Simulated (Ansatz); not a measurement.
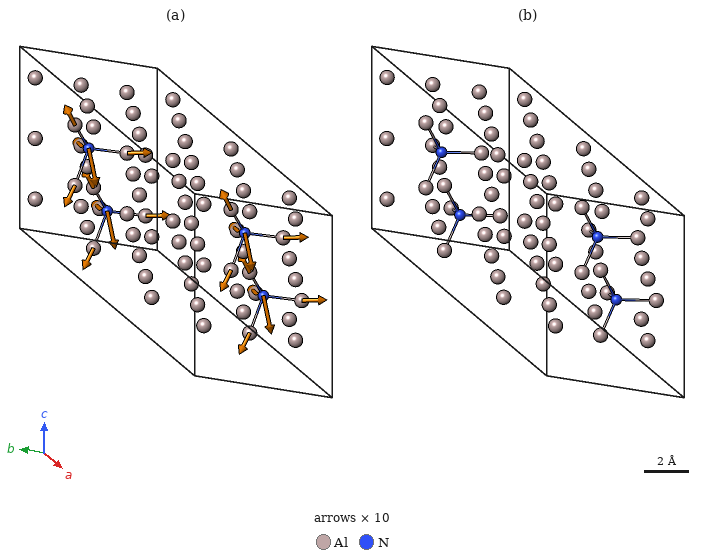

The structure of a defect cell of composition Al27N before (left) and after (right) a relaxation, at one scale. The orange arrows give the displacements, 10 times their true length.

Style: ball-and-stick. Shown: the larger cell on standard axes (2 times the calculation's cell) (origin shifted), from a free direction.

Case: N interstitial, charge +0, atoms relaxed.

Computed with Ansatz 0.2.0, DFT PBE, scalar-relativistic, plane waves, PAW.

Input
```yaml
crystal:
  lattice:
    - [-6.0624313821, -6.0624313821, 0.0]
    - [-6.0624313821, 0.0, -6.0624313821]
    - [0.0, -6.0624313821, -6.0624313821]
  atoms:
    - { symbol: Al, position: [0.6666666667, 0.6666666667, 0.6666666667] }
    - { symbol: Al, position: [0.3333333333, 0.6666666667, 0.6666666667] }
    - { symbol: Al, position: [0.0, 0.6666666667, 0.6666666667] }
    - { symbol: Al, position: [0.6666666667, 0.3333333333, 0.6666666667] }
    - { symbol: Al, position: [0.3333333333, 0.3333333333, 0.6666666667] }
    - { symbol: Al, position: [0.0, 0.3333333333, 0.6666666667] }
    - { symbol: Al, position: [0.6666666667, 0.0, 0.6666666667] }
    - { symbol: Al, position: [0.3333333333, 0.0, 0.6666666667] }
    - { symbol: Al, position: [0.0, 0.0, 0.6666666667] }
    - { symbol: Al, position: [0.6666666667, 0.6666666667, 0.3333333333] }
    - { symbol: Al, position: [0.3333333333, 0.6666666667, 0.3333333333] }
    - { symbol: Al, position: [0.0, 0.6666666667, 0.3333333333] }
    - { symbol: Al, position: [0.6666666667, 0.3333333333, 0.3333333333] }
    - { symbol: Al, position: [0.3333333333, 0.3333333333, 0.3333333333] }
    - { symbol: Al, position: [0.0, 0.3333333333, 0.3333333333] }
    - { symbol: Al, position: [0.6666666667, 0.0, 0.3333333333] }
    - { symbol: Al, position: [0.3333333333, 0.0, 0.3333333333] }
    - { symbol: Al, position: [0.0, 0.0, 0.3333333333] }
    - { symbol: Al, position: [0.6666666667, 0.6666666667, 0.0] }
    - { symbol: Al, position: [0.3333333333, 0.6666666667, 0.0] }
    - { symbol: Al, position: [0.0, 0.6666666667, 0.0] }
    - { symbol: Al, position: [0.6666666667, 0.3333333333, 0.0] }
    - { symbol: Al, position: [0.3333333333, 0.3333333333, 0.0] }
    - { symbol: Al, position: [0.0, 0.3333333333, 0.0] }
    - { symbol: Al, position: [0.6666666667, 0.0, 0.0] }
    - { symbol: Al, position: [0.3333333333, 0.0, 0.0] }
    - { symbol: Al, position: [0.0, 0.0, 0.0] }
    - { symbol: "N", position: [0.9360174528, 0.9172598691, 0.8911748564] }
basis:
  ecutwfc: 420
  xc_grid: 2
kpoints:
  mp_grid: { grid: [3, 3, 3], shift: [0.0, 0.0, 0.0] }
hamiltonian:
  xc: pbe
scf:
  occupations: { method: gaussian, width: 0.1 }
output:
  forces: true
  stress: false
  eigenvalues: true
  write_density: true
  write_potential: true
  elf: true
  volumetric_format: npy
relax:
  adjacent_minimum: "off"
  f_tol: 0.02
  max_steps: 60
```

Command:
```bash
ansatz run input.yaml --threads 4 --pin off --max-ram 10240MiB --backend cpu --events-out ev --progress --plain --runs-dir out
```

What changed between the two?

The largest move is that of N28, 0.19 Å roughly along −c. Largest moves by element: N 0.19 Å, Al 0.13 Å. The cell stays as it was. Near-neighbour distances that change, for instance: Al9–N28 1.574 → 1.873 Å, Al21–N28 1.765 → 1.873 Å, Al27–N28 1.799 → 1.873 Å, Al25–N28 1.891 → 1.872 Å. Bond angles that change, for instance: Al25–N28–Al27 101.5° → 109.5°, Al9–N28–Al21 117.6° → 109.6°, Al21–N28–Al25 102.8° → 109.4°. After 3 accepted moves (4 points after the start) the energy has fallen by 1.357 eV per cell of the calculation. The largest force component goes from 5.7 to 0.016 eV/Å. 1 step only repeated the SCF at the same geometry. The run took 80 s on 4 threads of Arm Neoverse V1, on a shared host, peak memory 1.1 GiB.
